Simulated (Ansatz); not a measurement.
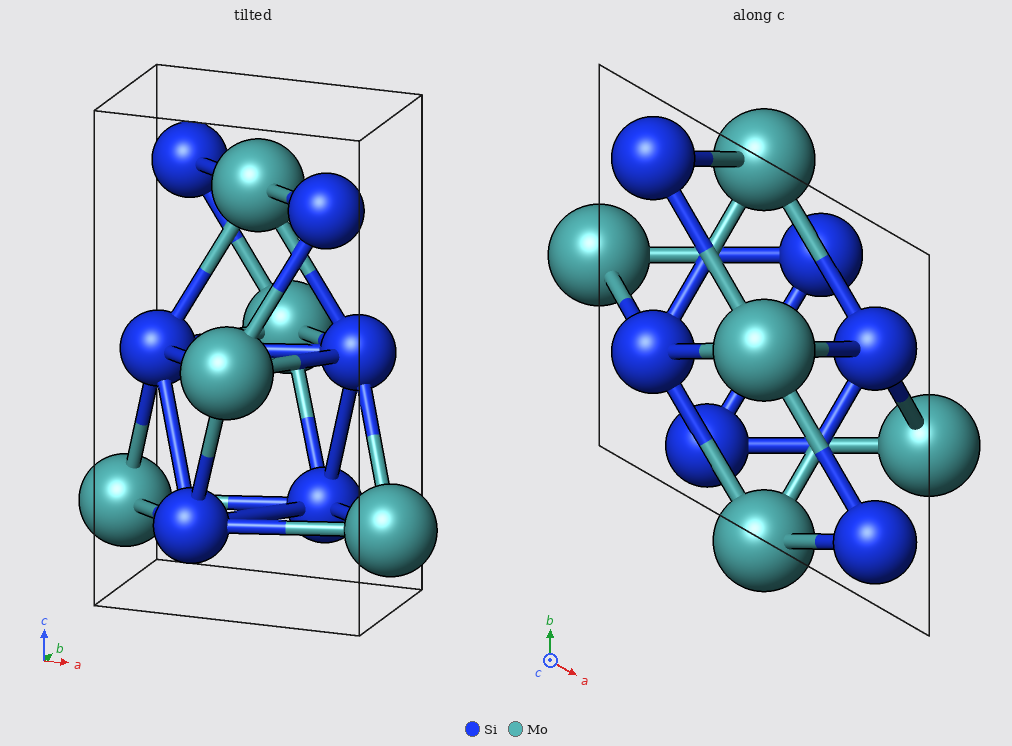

The image is a ball-and-stick drawing of a crystal, viewed slightly off an axis and along the c axis. Thin lines show the conventional unit cell, with boundary atoms drawn in all their periodic places.

Si2Mo, space group P6_222 (No. 180), a = 4.584 Å, b = 4.584 Å, c = 6.577 Å, α = 90.00°, β = 90.00°, γ = 120.00°. The structure comes from a structure listed in the Materials Project. Earlier steps of the study may have refined or changed the cell and positions. It was run through Ansatz as a DFT input.

This one geometry was computed with Ansatz (DFT, plane waves, PAW) at four levels of theory: r2SCAN, HSE06, PBE with spin-orbit coupling and PBE. It was relaxed beforehand with r2SCAN.

### Which level gives the highest pressure at this volume, and what does that say about its equilibrium volume?

Highest: PBE with spin-orbit coupling (3.8 GPa) and PBE (3.8 GPa), which points to the largest equilibrium volume. Lowest, with the smallest volume: HSE06 (-2.2 GPa). Levels within 0.5 GPa of each other can't be told apart.

### How does the band gap change with the level of theory?

PBE with spin-orbit coupling: a gap of 0.05 eV, indirect; PBE: a gap of 0.05 eV, indirect; r2SCAN: a gap of 0.16 eV, indirect; HSE06: a gap of 0.54 eV, indirect.

### Collect the results in a table.

| level | cutoff (eV) | k-mesh of the run's cell | gap (eV) | pressure (GPa) |
| --- | --- | --- | --- | --- |
| r2SCAN | 500 | 6×6×4 | 0.16 | 0.0 |
| HSE06 | 420 | 6×6×2 | 0.54 | -2.2 |
| PBE with spin-orbit coupling | 420 | 6×6×4 | 0.05 | 3.8 |
| PBE | 420 | 6×6×4 | 0.05 | 3.8 |

Gaps are taken on the k-mesh or band path of each run.
